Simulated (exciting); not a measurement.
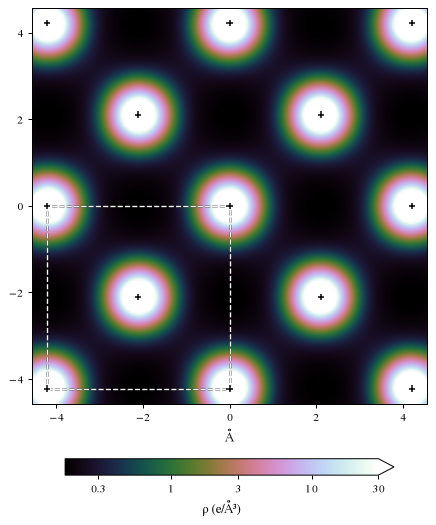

The electron density on a plane through atoms (crosses mark nuclei in the plane).

These are results of Kohn-Sham DFT of a periodic cell, PBEsol, all-electron LAPW+lo, shipped species files in exciting sodium, not measurements.

Candidates:
A. Ta, a = 4.22 Å, b = 4.22 Å, c = 4.22 Å, α = 90.00°, β = 90.00°, γ = 90.00°. Space group Fm-3m.
B. MgSi, a = 2.91 Å, b = 2.91 Å, c = 4.10 Å, α = 90.00°, β = 90.00°, γ = 90.00°. Space group P1; a structure from a database of computed crystals, not necessarily the ambient phase.
C. Pb, a = 4.92 Å, b = 4.94 Å, c = 3.46 Å, α = 89.85°, β = 134.24°, γ = 90.26°. Space group P-1.

**Which candidate gave the map?**

Candidate A: Ta on the (010) plane of the conventional cell, which holds Ta. Ta–Ta (2.98 Å): the density is about 0.27 e/Å³ at the midpoint.
